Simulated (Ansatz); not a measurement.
# Geometry relaxation, with input and output: In17P15 (part 1 of 2)

System: In17P15 (defect cell, 32 atoms in the cell).
Method: DFT PBE, scalar-relativistic, plane waves, PAW, no spin polarisation (Ansatz 0.2.0).

The structure derives from a Materials Project entry. It belongs to a series of runs on one base structure; here: In on a P site (d), charge +0, atoms relaxed at the host's cell.

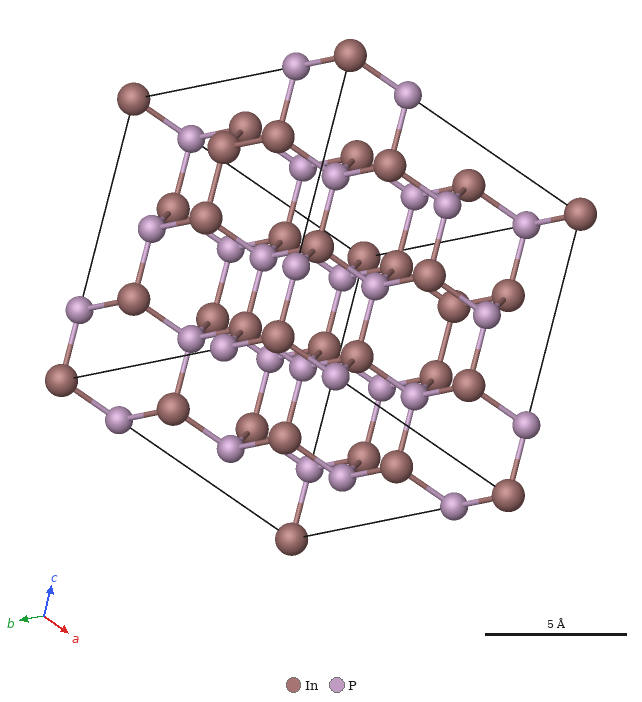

The structure as given in the input (ball-and-stick view of the cell of the calculation, seen at an oblique angle).

**Input file**
```yaml
crystal:
  lattice:
    - [-5.9597880248, 5.9597880248, -5.9597880248]
    - [5.9597880248, -5.9597880248, -5.9597880248]
    - [-5.9597880248, -5.9597880248, 5.9597880248]
  atoms:
    - { symbol: In, position: [0.0, 0.25, 0.75] }
    - { symbol: In, position: [0.75, 0.25, 1.0] }
    - { symbol: In, position: [0.5, 0.25, 0.25] }
    - { symbol: In, position: [0.25, 0.0, 0.75] }
    - { symbol: In, position: [0.25, 0.25, 0.5] }
    - { symbol: In, position: [1.0, 1.0, 1.0] }
    - { symbol: In, position: [0.75, 0.0, 0.25] }
    - { symbol: In, position: [0.5, 0.75, 0.75] }
    - { symbol: In, position: [0.5, 0.0, 0.5] }
    - { symbol: In, position: [0.25, 0.75, 1.0] }
    - { symbol: In, position: [0.0, 0.75, 0.25] }
    - { symbol: In, position: [0.75, 0.5, 0.75] }
    - { symbol: In, position: [0.75, 0.75, 0.5] }
    - { symbol: In, position: [0.5, 0.5, 1.0] }
    - { symbol: In, position: [0.25, 0.5, 0.25] }
    - { symbol: In, position: [0.0, 0.5, 0.5] }
    - { symbol: In, position: [0.0, 0.5, 0.75] }
    - { symbol: P, position: [0.75, 0.5, 0.0] }
    - { symbol: P, position: [0.5, 0.5, 0.25] }
    - { symbol: P, position: [0.25, 0.25, 0.75] }
    - { symbol: P, position: [0.25, 0.5, 0.5] }
    - { symbol: P, position: [0.0, 0.25, 0.0] }
    - { symbol: P, position: [0.75, 0.25, 0.25] }
    - { symbol: P, position: [0.5, 0.0, 0.75] }
    - { symbol: P, position: [0.5, 0.25, 0.5] }
    - { symbol: P, position: [0.25, 0.0, 0.0] }
    - { symbol: P, position: [0.0, 0.0, 0.25] }
    - { symbol: P, position: [0.75, 0.75, 0.75] }
    - { symbol: P, position: [0.75, 0.0, 0.5] }
    - { symbol: P, position: [0.5, 0.75, 0.0] }
    - { symbol: P, position: [0.25, 0.75, 0.25] }
    - { symbol: P, position: [0.0, 0.75, 0.5] }
  host:
    lattice:
      - [0.0, 2.9798940124, 2.9798940124]
      - [2.9798940124, 0.0, 2.9798940124]
      - [2.9798940124, 2.9798940124, 0.0]
    atoms:
      - { symbol: In, position: [0.0, 0.0, 0.0] }
      - { symbol: P, position: [0.25, 0.25, 0.25] }
basis:
  ecutwfc: 420
  xc_grid: 2
kpoints:
  mp_grid: { grid: [2, 2, 2], shift: [0.5, 0.5, 0.5] }
hamiltonian:
  xc: pbe
scf:
  occupations: { method: gaussian, width: 0.02 }
output:
  forces: true
  stress: false
  eigenvalues: true
  charged_corrections:
    defect_position: [0.0, 0.5, 0.75]
    epsilon: [[15.0794, 0.0, 0.0], [0.0, 15.0794, 0.0], [0.0, 0.0, 15.0794]]
  write_density: true
  write_potential: true
  elf: true
  volumetric_format: npy
relax:
  adjacent_minimum: "off"
  f_tol: 0.025
  max_steps: 45
```

Launched with:
```bash
ansatz run input.yaml --threads 4 --pin off --max-ram 6144MiB --backend cpu --events-out ev --progress --plain --runs-dir out
```

**Output**
```
Engine: ansatz 0.2.0, aarch64-unknown-linux-gnu
Pseudopotentials: kind: paw
Pseudopotential: In, paw, valence charge 13, recommended cutoff 420 eV (normal), In.paw.azcp
Pseudopotential: P, paw, valence charge 5, recommended cutoff 420 eV (normal), P.paw.azcp
Functional definition: PBE
  parameter kappa = 0.804
  parameter beta = 0.06672455060314922
  exchange = pbe_x(kappa = kappa, mu = beta*pi^2/3)
  correlation = pbe_c(beta = beta)
Crystal: 32 atoms, lattice volume = 846.745 Å³
Basis set: ecut = 420 eV, 16487 PW (Γ), exchange–correlation on 144×144×144 points (8 copies of the dense FFT grid, shifted against one another)
Bands: 180, of which v1, the nominal top of the filled ones, is band 148 counted from 1 (147 counted from 0)
Symmetry: 24 space group operations
Space group: I-43m (ITA 217), of the structure as read, at distance tolerance 9.5e-5 Å
k-points: 2 of 8 (time reversal used)
Non-local potential: In, projectors of the file, l = 0: 2, l = 1: 2, l = 2: 2, l = 3: 2
Non-local potential: P, projectors of the file, l = 0: 2, l = 1: 2, l = 2: 2
PAW form: soft (Blöchl's): semilocal exchange-correlation on the pseudo side does not see the compensation charge
PAW one-centre angular grid: In, 590 points (default); XC on 64 Gauss nodes
PAW one-centre angular grid: P, 110 points (default); XC on 64 Gauss nodes
Initial density: superposition of atomic densities (neutral atoms: chi_scale 0, normalization atom), corrected by the library's trained network
Initial wavefunctions: pseudopotential atomic-orbital guess
Functional: x = pbe(κ = 0.804, μ = 0.2195149727645171), c = pbe(β = 0.06672455060314922)
SCF iter   1: F=—  HF=-106503.006324 eV  |F-HF|=—  |Δ(HF+E_count)|=         —  Δρ=2.45e-3  dr2=2.47e-1  ethr=1.77e-3  ⟨swp⟩=8.0  Hψ=1463  notcnv=0  defer=9
preconditioner: auto → LDOS  [insulator: Δε(μ)=0.119 eV  Ē_g=13.252 eV  σ=0.020 eV  W_gap=0.83  n_scr=176 (ndim 8)  ℏωp=22.0 eV  f_vac=0.028  D(μ)=53.00/eV (n_scr^D=554)  ε∞_Penn≈3.7  β→1.0]
SCF iter   2: F=—  HF=-106502.973766 eV  |F-HF|=—  |Δ(HF+E_count)|=   3.26e-2  Δρ=1.75e-3  dr2=1.45e-1  ethr=8.35e-5  ⟨swp⟩=4.0  Hψ=809  notcnv=0  defer=52
SCF iter   3: F=—  HF=-106502.974240 eV  |F-HF|=—  |Δ(HF+E_count)|=   4.74e-4  Δρ=1.57e-3  dr2=1.04e-1  ethr=4.91e-5  ⟨swp⟩=3.0  Hψ=607  notcnv=0  defer=52
SCF iter   4: F=—  HF=-106502.964192 eV  |F-HF|=—  |Δ(HF+E_count)|=   1.00e-2  Δρ=1.05e-3  dr2=7.42e-2  ethr=3.50e-5  ⟨swp⟩=3.0  Hψ=608  notcnv=0  defer=52
SCF iter   5: F=—  HF=-106502.957657 eV  |F-HF|=—  |Δ(HF+E_count)|=   6.53e-3  Δρ=9.06e-4  dr2=4.05e-2  ethr=2.51e-5  ⟨swp⟩=2.0  Hψ=319  notcnv=0  defer=52
SCF iter   6: F=—  HF=-106502.952946 eV  |F-HF|=—  |Δ(HF+E_count)|=   4.71e-3  Δρ=7.15e-4  dr2=1.72e-2  ethr=1.37e-5  ⟨swp⟩=2.0  Hψ=385  notcnv=0  defer=52
SCF iter   7: F=—  HF=-106502.951149 eV  |F-HF|=—  |Δ(HF+E_count)|=   1.80e-3  Δρ=5.47e-4  dr2=8.19e-3  ethr=5.81e-6  ⟨swp⟩=2.0  Hψ=606  notcnv=0  defer=52
SCF iter   8: F=—  HF=-106502.949611 eV  |F-HF|=—  |Δ(HF+E_count)|=   1.54e-3  Δρ=3.47e-4  dr2=2.92e-3  ethr=2.77e-6  ⟨swp⟩=2.0  Hψ=667  notcnv=0  defer=52
SCF iter   9: F=—  HF=-106502.949050 eV  |F-HF|=—  |Δ(HF+E_count)|=   5.61e-4  Δρ=2.38e-4  dr2=8.62e-4  ethr=9.86e-7  ⟨swp⟩=2.0  Hψ=603  notcnv=0  defer=52
SCF iter  10: F=—  HF=-106502.949047 eV  |F-HF|=—  |Δ(HF+E_count)|=   3.07e-6  Δρ=1.73e-4  dr2=3.97e-4  ethr=2.91e-7  ⟨swp⟩=2.0  Hψ=403  notcnv=0  defer=52
SCF iter  11: F=—  HF=-106502.949036 eV  |F-HF|=—  |Δ(HF+E_count)|=   1.16e-5  Δρ=1.31e-4  dr2=2.07e-4  ethr=1.34e-7  ⟨swp⟩=2.0  Hψ=404  notcnv=0  defer=52
SCF iter  12: F=—  HF=-106502.949026 eV  |F-HF|=—  |Δ(HF+E_count)|=   1.00e-5  Δρ=9.18e-5  dr2=1.06e-4  ethr=6.99e-8  ⟨swp⟩=2.0  Hψ=601  notcnv=0  defer=52
SCF iter  13: F=—  HF=-106502.949027 eV  |F-HF|=—  |Δ(HF+E_count)|=   1.02e-6  Δρ=4.88e-5  dr2=3.24e-5  ethr=3.57e-8  ⟨swp⟩=3.0  Hψ=675  notcnv=0  defer=52
SCF iter  14: F=-106502.949017 eV  HF=-106502.949021 eV  |F-HF|=4.11e-6  |Δ(HF+E_count)|=   5.21e-6  Δρ=2.37e-5  dr2=7.77e-6  ethr=5.28e-9  ⟨swp⟩=22.5  Hψ=3869  notcnv=0
SCF 1 converged in 14 iterations: F = -106502.949017 eV  dr2 = 7.77e-6
  greatest PAW one-centre occupation: 0.981 electrons in one spin orbital (limit 2), on the In atom at site 13 (counted from 0), in its partial waves of l = 2
relax step   1: F+E_penalty+E_count = -106502.94901734 eV  Δ(F+E_penalty+E_count) = +0.000e0 eV  max|allowed force component| = 9.192e-1 eV/Å  Δτ_max = 0.0000 Å  (14 SCF iters, dr2 threshold 1.56e-5 eV, accepted)
Initial density: handed on by an earlier stage of this run
Initial wavefunctions: those handed on with the density
iter 1 solved again at ethr=5.71e-5 eV; its pass at ethr=3.10e-3 eV (dr2=1.69e-1 eV) is discarded
SCF iter   1: F=—  HF=-106503.557714 eV  |F-HF|=—  |Δ(HF+E_count)|=         —  Δρ=5.51e-3  dr2=1.71e-1  ethr=5.71e-5  ⟨swp⟩=2.0  Hψ=1514  notcnv=0  defer=52
preconditioner: auto → LDOS  [insulator: Δε(μ)=0.103 eV  Ē_g=13.246 eV  σ=0.020 eV  W_gap=0.83  n_scr=176 (ndim 8)  ℏωp=22.0 eV  f_vac=0.018  D(μ)=53.00/eV (n_scr^D=554)  ε∞_Penn≈3.7  β→1.0]
SCF iter   2: F=—  HF=-106503.559370 eV  |F-HF|=—  |Δ(HF+E_count)|=   1.66e-3  Δρ=3.09e-3  dr2=1.15e-1  ethr=5.71e-5  ⟨swp⟩=3.5  Hψ=561  notcnv=0  defer=52
SCF iter   3: F=—  HF=-106503.526677 eV  |F-HF|=—  |Δ(HF+E_count)|=   3.27e-2  Δρ=1.23e-3  dr2=3.73e-2  ethr=3.88e-5  ⟨swp⟩=3.0  Hψ=625  notcnv=0  defer=52
SCF iter   4: F=—  HF=-106503.524418 eV  |F-HF|=—  |Δ(HF+E_count)|=   2.26e-3  Δρ=9.84e-4  dr2=2.95e-2  ethr=1.26e-5  ⟨swp⟩=1.5  Hψ=362  notcnv=0  defer=52
SCF iter   5: F=—  HF=-106503.524110 eV  |F-HF|=—  |Δ(HF+E_count)|=   3.08e-4  Δρ=8.28e-4  dr2=2.26e-2  ethr=9.97e-6  ⟨swp⟩=2.0  Hψ=311  notcnv=0  defer=52
SCF iter   6: F=—  HF=-106503.521275 eV  |F-HF|=—  |Δ(HF+E_count)|=   2.83e-3  Δρ=4.65e-4  dr2=9.38e-3  ethr=7.62e-6  ⟨swp⟩=2.5  Hψ=453  notcnv=0  defer=52
SCF iter   7: F=—  HF=-106503.520160 eV  |F-HF|=—  |Δ(HF+E_count)|=   1.11e-3  Δρ=2.89e-4  dr2=3.32e-3  ethr=3.17e-6  ⟨swp⟩=3.5  Hψ=702  notcnv=0  defer=52
SCF iter   8: F=—  HF=-106503.519784 eV  |F-HF|=—  |Δ(HF+E_count)|=   3.77e-4  Δρ=2.06e-4  dr2=1.43e-3  ethr=1.12e-6  ⟨swp⟩=2.5  Hψ=532  notcnv=0  defer=52
SCF iter   9: F=—  HF=-106503.519801 eV  |F-HF|=—  |Δ(HF+E_count)|=   1.70e-5  Δρ=1.80e-4  dr2=1.08e-3  ethr=4.84e-7  ⟨swp⟩=1.5  Hψ=311  notcnv=0  defer=52
SCF iter  10: F=—  HF=-106503.519669 eV  |F-HF|=—  |Δ(HF+E_count)|=   1.31e-4  Δρ=1.23e-4  dr2=4.10e-4  ethr=3.64e-7  ⟨swp⟩=2.0  Hψ=426  notcnv=0  defer=52
SCF iter  11: F=—  HF=-106503.519610 eV  |F-HF|=—  |Δ(HF+E_count)|=   5.91e-5  Δρ=7.21e-5  dr2=9.18e-5  ethr=1.38e-7  ⟨swp⟩=2.0  Hψ=568  notcnv=0  defer=52
SCF iter  12: F=-106503.519599 eV  HF=-106503.519603 eV  |F-HF|=3.93e-6  |Δ(HF+E_count)|=   7.21e-6  Δρ=2.56e-5  dr2=9.79e-6  ethr=1.78e-8  ⟨swp⟩=23.0  Hψ=3995  notcnv=0
SCF 2 converged in 12 iterations: F = -106503.519599 eV  dr2 = 9.79e-6
  greatest PAW one-centre occupation: 0.981 electrons in one spin orbital (limit 2), on the In atom at site 12 (counted from 0), in its partial waves of l = 2
relax step   2: F+E_penalty+E_count = -106503.51959910 eV  Δ(F+E_penalty+E_count) = -5.706e-1 eV  max|allowed force component| = 1.001e-1 eV/Å  Δτ_max = 0.1981 Å  (12 SCF iters, dr2 threshold 5.28e-5 eV, accepted)
SCF iter   1: F=—  HF=-106503.536010 eV  |F-HF|=—  |Δ(HF+E_count)|=         —  Δρ=9.30e-4  dr2=4.48e-3  ethr=1.39e-5  ⟨swp⟩=4.0  Hψ=877  notcnv=0  defer=52
preconditioner: auto → LDOS  [insulator: Δε(μ)=0.107 eV  Ē_g=13.238 eV  σ=0.020 eV  W_gap=0.83  n_scr=176 (ndim 8)  ℏωp=22.0 eV  f_vac=0.018  D(μ)=53.00/eV (n_scr^D=554)  ε∞_Penn≈3.8  β→1.0]
SCF iter   2: F=—  HF=-106503.534806 eV  |F-HF|=—  |Δ(HF+E_count)|=   1.20e-3  Δρ=2.96e-4  dr2=1.04e-3  ethr=1.51e-6  ⟨swp⟩=2.0  Hψ=709  notcnv=0  defer=52
SCF iter   3: F=—  HF=-106503.534605 eV  |F-HF|=—  |Δ(HF+E_count)|=   2.01e-4  Δρ=1.66e-4  dr2=4.36e-4  ethr=3.50e-7  ⟨swp⟩=2.0  Hψ=603  notcnv=0  defer=52
SCF iter   4: F=—  HF=-106503.534260 eV  |F-HF|=—  |Δ(HF+E_count)|=   3.46e-4  Δρ=7.53e-5  dr2=1.72e-4  ethr=1.47e-7  ⟨swp⟩=3.0  Hψ=603  notcnv=0  defer=52
SCF iter   5: F=—  HF=-106503.534247 eV  |F-HF|=—  |Δ(HF+E_count)|=   1.25e-5  Δρ=5.15e-5  dr2=1.05e-4  ethr=5.82e-8  ⟨swp⟩=2.5  Hψ=557  notcnv=0  defer=52
SCF iter   6: F=—  HF=-106503.534236 eV  |F-HF|=—  |Δ(HF+E_count)|=   1.08e-5  Δρ=3.24e-5  dr2=6.16e-5  ethr=3.55e-8  ⟨swp⟩=3.0  Hψ=599  notcnv=0  defer=52
SCF iter   7: F=—  HF=-106503.534232 eV  |F-HF|=—  |Δ(HF+E_count)|=   4.43e-6  Δρ=2.70e-5  dr2=4.02e-5  ethr=2.08e-8  ⟨swp⟩=2.0  Hψ=329  notcnv=0  defer=52
SCF iter   8: F=—  HF=-106503.534229 eV  |F-HF|=—  |Δ(HF+E_count)|=   2.74e-6  Δρ=2.42e-5  dr2=2.50e-5  ethr=1.36e-8  ⟨swp⟩=2.0  Hψ=312  notcnv=0  defer=52
SCF iter   9: F=—  HF=-106503.534226 eV  |F-HF|=—  |Δ(HF+E_count)|=   3.20e-6  Δρ=1.90e-5  dr2=1.23e-5  ethr=8.46e-9  ⟨swp⟩=2.0  Hψ=343  notcnv=0  defer=52
SCF iter  10: F=—  HF=-106503.534223 eV  |F-HF|=—  |Δ(HF+E_count)|=   2.55e-6  Δρ=8.44e-6  dr2=1.34e-6  ethr=4.16e-9  ⟨swp⟩=2.5  Hψ=475  notcnv=0  defer=52
SCF iter  11: F=-106503.534223 eV  HF=-106503.534223 eV  |F-HF|=1.44e-7  |Δ(HF+E_count)|=   5.07e-8  Δρ=4.58e-6  dr2=2.83e-7  ethr=2.12e-10  ⟨swp⟩=20.0  Hψ=3012  notcnv=0
SCF 3 converged in 11 iterations: F = -106503.534223 eV  dr2 = 2.83e-7
  greatest PAW one-centre occupation: 0.981 electrons in one spin orbital (limit 2), on the In atom at site 7 (counted from 0), in its partial waves of l = 2
relax step   3: F+E_penalty+E_count = -106503.53422313 eV  Δ(F+E_penalty+E_count) = -1.462e-2 eV  max|allowed force component| = 3.386e-2 eV/Å  Δτ_max = 0.0167 Å  (11 SCF iters, dr2 threshold 6.26e-7 eV, accepted)
SCF iter   1: F=—  HF=-106503.535380 eV  |F-HF|=—  |Δ(HF+E_count)|=         —  Δρ=1.55e-4  dr2=1.28e-4  ethr=3.83e-7  ⟨swp⟩=3.0  Hψ=838  notcnv=0  defer=52
preconditioner: auto → LDOS  [insulator: Δε(μ)=0.107 eV  Ē_g=13.236 eV  σ=0.020 eV  W_gap=0.83  n_scr=176 (ndim 8)  ℏωp=22.0 eV  f_vac=0.018  D(μ)=53.00/eV (n_scr^D=554)  ε∞_Penn≈3.8  β→1.0]
SCF iter   2: F=—  HF=-106503.535353 eV  |F-HF|=—  |Δ(HF+E_count)|=   2.67e-5  Δρ=5.74e-5  dr2=4.09e-5  ethr=4.33e-8  ⟨swp⟩=2.0  Hψ=709  notcnv=0  defer=52
SCF iter   3: F=—  HF=-106503.535087 eV  |F-HF|=—  |Δ(HF+E_count)|=   2.66e-4  Δρ=2.81e-5  dr2=1.21e-5  ethr=1.38e-8  ⟨swp⟩=2.0  Hψ=603  notcnv=0  defer=52
SCF iter   4: F=—  HF=-106503.535085 eV  |F-HF|=—  |Δ(HF+E_count)|=   2.35e-6  Δρ=1.17e-5  dr2=2.83e-6  ethr=4.09e-9  ⟨swp⟩=2.0  Hψ=538  notcnv=0  defer=52
SCF iter   5: F=—  HF=-106503.535084 eV  |F-HF|=—  |Δ(HF+E_count)|=   2.32e-7  Δρ=7.30e-6  dr2=1.70e-6  ethr=9.58e-10  ⟨swp⟩=3.0  Hψ=609  notcnv=0  defer=52
SCF iter   6: F=—  HF=-106503.535084 eV  |F-HF|=—  |Δ(HF+E_count)|=   2.35e-7  Δρ=5.13e-6  dr2=9.60e-7  ethr=5.74e-10  ⟨swp⟩=3.0  Hψ=647  notcnv=0  defer=52
SCF iter   7: F=—  HF=-106503.535084 eV  |F-HF|=—  |Δ(HF+E_count)|=   7.24e-8  Δρ=3.77e-6  dr2=6.53e-7  ethr=3.24e-10  ⟨swp⟩=2.0  Hψ=370  notcnv=0  defer=52
SCF iter   8: F=—  HF=-106503.535084 eV  |F-HF|=—  |Δ(HF+E_count)|=   3.15e-8  Δρ=3.20e-6  dr2=5.08e-7  ethr=2.20e-10  ⟨swp⟩=1.5  Hψ=311  notcnv=0  defer=52
SCF iter   9: F=—  HF=-106503.535084 eV  |F-HF|=—  |Δ(HF+E_count)|=   3.47e-8  Δρ=2.69e-6  dr2=3.13e-7  ethr=1.72e-10  ⟨swp⟩=2.0  Hψ=367  notcnv=0  defer=52
SCF iter  10: F=-106503.535084 eV  HF=-106503.535084 eV  |F-HF|=5.30e-8  |Δ(HF+E_count)|=   5.72e-8  Δρ=1.52e-6  dr2=6.35e-8  ethr=3.38e-11  ⟨swp⟩=14.5  Hψ=2636  notcnv=0
SCF 4 converged in 10 iterations: F = -106503.535084 eV  dr2 = 6.35e-8
relax step   4: F+E_penalty+E_count = -106503.53508393 eV  Δ(F+E_penalty+E_count) = -8.608e-4 eV  max|allowed force component| = 8.442e-3 eV/Å  Δτ_max = 0.0029 Å  (10 SCF iters, accepted)
```

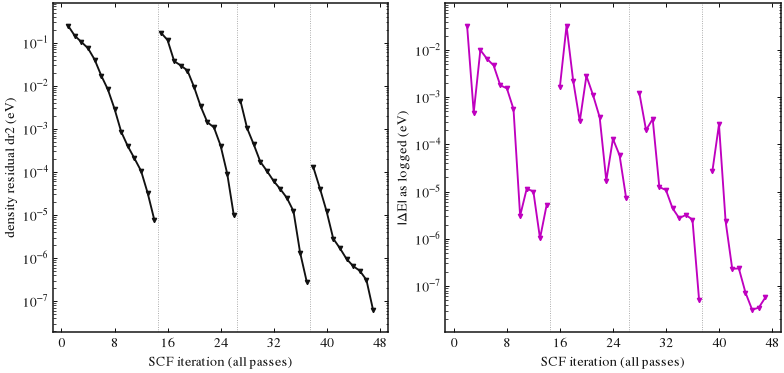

Convergence of the self-consistent field: density residual dr2 and size of the energy change against the SCF iteration. The dotted lines part the SCF passes of the relaxation: geometry steps, rejected trials and re-solves on a re-selected basis. The passes take 14, 12, 11 and 10 iterations.

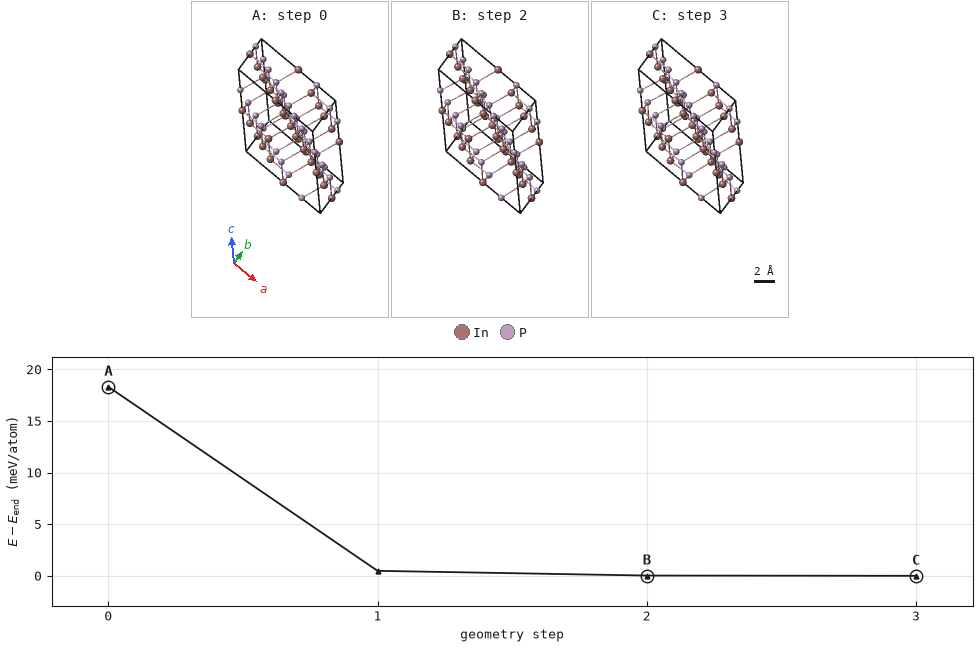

Frames of the relaxation (ball-and-stick view of the cell of the calculation (origin shifted), seen slightly off an axis) above the curves, on which the letters mark them (the first geometry is step 0 here and step 1 in the log).

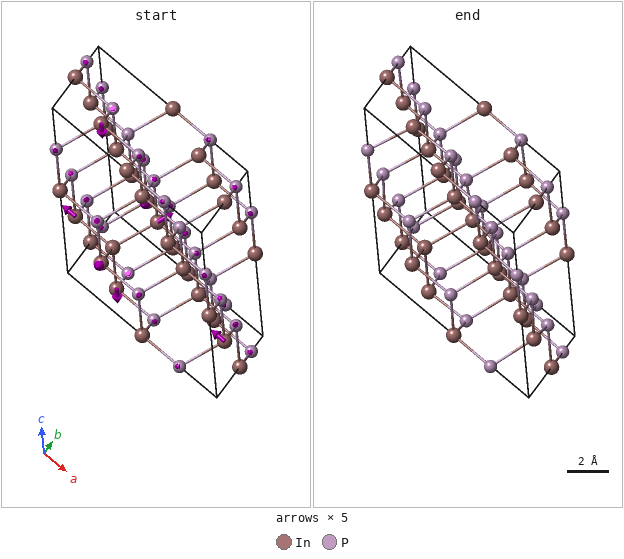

Before (left) and after (right) the relaxation, at one scale (ball-and-stick view of the cell of the calculation (origin shifted), seen slightly off an axis). The pink arrows give the displacements, magnified 5 times. The energy falls by 18.3 meV per atom in 3 geometry steps. The largest force component goes from 0.92 to 0.0084 eV/Å. The largest moves, 0.19 Å, are those of In1, In10, In12 and In16. By element the largest moves are In 0.19 Å, P 0.05 Å. The cell doesn't change. Among the contacts that change: In10–In17 2.581 → 2.766 Å, In11–P27 2.581 → 2.560 Å, In10–P26 2.581 → 2.567 Å. Among the angles that change: In9–P31–In10 109.5° → 105.8°, In17–In16–P21 109.5° → 106.2°, P21–In16–P23 109.5° → 112.5°. (Atoms are counted from 1 in the order of the input.)

```
SCF converged after 10 iterations
Free energy (F): -106503.535084 eV
Harris-Foulkes:  -106503.535084 eV  (|F-HF|=5.30e-8)
Internal energy: -106503.524484 eV  (E = F + TS)
E sigma→0 (E₀):  -106503.529784 eV
Entropy (-TS):   -0.010600 eV (-0.331 meV/atom)
Fermi energy:    6.955697 eV
--- Per-component energies (eV) ---
  E_band       = -998.455050
  E_kinetic    = 5174.742131
  E_local      = -24063.291568  (includes V_loc(G=0)·N_el)
  E_nonlocal   = 6751.528810
  E_hartree    = 9505.325177
  E_xc         = -4574.731660
  E_vxc        = -2589.727770  (∫ρ·V_xc dr)
  E_paw        = -79181.538413  (= ΣΔE_a)
  E_vpaw       = -5282.339211  (= ΣTr[D̂ρ^β])
  E_aug_tail   = 0.000480  (compensation charges beyond the density's cutoff)
  E_ewald      = -20115.559441
  E_smearing   = -0.010600  (= −TS)
  E_closure    = 0.000000  (closes the sum)
  Σ components = -106503.535084   (vs F -106503.535084, Δ=0.00e0)
```
